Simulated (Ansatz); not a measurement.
AlGa₂N₃

Input file:

```
crystal:
  lattice:
    - [-1.4705221966, 1.4705221966, 6.2527666778]
    - [1.4705221966, -1.4705221966, 6.2527666778]
    - [1.4705221966, 1.4705221966, -6.2527666778]
  atoms:
    - { symbol: Al, position: [0.0, 0.0, 0.0] }
    - { symbol: "N", position: [0.8362371657, 0.8362371657, 0.0] }
    - { symbol: Ga, position: [0.3341054568, 0.3341054568, 0.0] }
    - { symbol: "N", position: [0.1637628343, 0.1637628343, 0.0] }
    - { symbol: Ga, position: [0.6658945432, 0.6658945432, 0.0] }
    - { symbol: "N", position: [0.5, 0.5, 0.0] }
kpoints:
  mp_grid: { grid: [8, 8, 8] }
  band_path:
    path:
      - [0.0, 0.0, 0.0]
      - [0.0, 0.0, 0.5]
      - [0.25, 0.25, 0.25]
      - [0.0, 0.5, 0.0]
      - [0.5, 0.5, -0.5]
      - [0.2638273428, 0.7361726572, -0.2638273428]
      - [-0.2638273428, 0.2638273428, 0.2638273428]
      - [-0.0276546857, 0.0276546857, 0.5]
      - [0.5, 0.5, -0.0276546857]
      - [0.322917, -0.328125, -0.497396]
      - [0.4, 0.4, -0.4]
    npoints: 1
hamiltonian:
  xc: pbe0
scf:
  occupations: { method: fixed }
  n_extra_bands: 5
output:
  forces: true
  stress: true
  eigenvalues: true
  write_density: true
  write_potential: true
  elf: true
  volumetric_format: npy
```

Below, planes, directions and counts refer to the conventional cell (a = 2.94 Å, b = 2.94 Å, c = 12.51 Å, α = 90.00°, β = 90.00°, γ = 90.00°).

Space group I4/mmm; started from the ordered alloy on rocksalt lattice prototype, which need not be the ambient phase.

Computed with DFT, PBE0, plane waves, PAW (Ansatz).

Q: Predict the valence pseudo-density and electron localisation function between the atoms.

A: Al–N (2.05 Å): ρ is about 0.51 e/Å³ halfway; the ELF peaks at about 0.85 in the valence shell of N, 0.8 Å from its nucleus, and is about 0.80 at the midpoint.
Ga–N (2.07 Å): ρ is about 0.55 e/Å³ halfway; the ELF peaks at about 0.80 in the valence shell of N, 0.7 Å from its nucleus, and is about 0.35 at the midpoint.
Ga–N (2.13 Å): the density is about 0.5 e/Å³ at the midpoint; the ELF peaks at about 0.85 in the valence shell of N, 0.7 Å from its nucleus, and is about 0.35 at the midpoint.

Q: Does the calculation make it a metal, or give it a gap?

A: It is gapped, with a Kohn–Sham gap of 3.4 eV on the k-point mesh (the band edges may lie off the mesh, which would make the gap smaller).

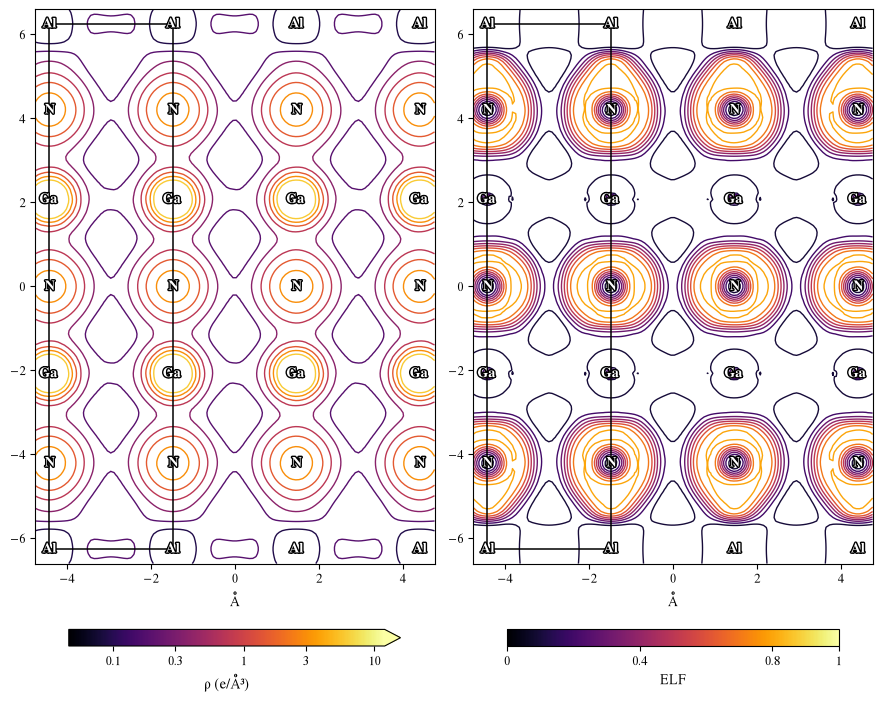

Computed valence pseudo-density and electron localisation function on the (100) plane of the conventional cell, in this order. 

In a PAW calculation such maps are meaningful between the atoms, not at the nuclei.
